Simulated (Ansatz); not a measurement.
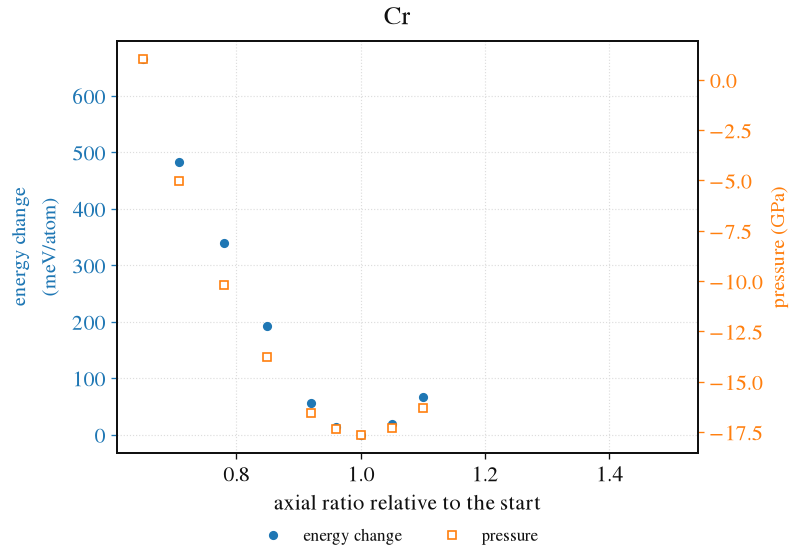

The figure shows the energy change and pressure against relative axial ratio for Cr, space group Im-3m (No. 229).

Starting cell:
```xyz
1
Lattice="-1.4420 1.4420 1.4420 1.4420 -1.4420 1.4420 1.4420 1.4420 -1.4420" Properties=species:S:1:pos:R:3 pbc="T T T"
Cr    0.0000    0.0000    0.0000
```

Calculation (Ansatz 0.2.0): deformation of a crystal at fixed volume, lengths along the axis scaled against those across it, fractional coordinates fixed, by plane-wave density functional theory with PAW datasets, free energies less that of the undisturbed cell, pressure positive in compression; scalar-relativistic. Level: PBEsol, no spin polarisation.

wave cutoff 420 eV; k mesh 26×26×26; occupations Gaussian; smearing width 0.15 eV; k shift (0, 0, 0) (mesh steps); start as given; path tetragonal; axis direction (0, 0, 1) (Cartesian unit vector).

The points at relative axial ratio 1.200, 1.300, 1.414 and 1.500 are left out of the plot. What values does the calculation give there?

| axial ratio relative to the start | energy change (meV/atom) | pressure (GPa) |
| --- | --- | --- |
| 1.200 | 205 | −13.6 |
| 1.300 | 321 | −11.5 |
| 1.414 | 374 | −10.7 |
| 1.500 | 351 | −11.0 |

Caveats: no spin polarisation, a magnetic state may lie lower; reference crystal is not relaxed.
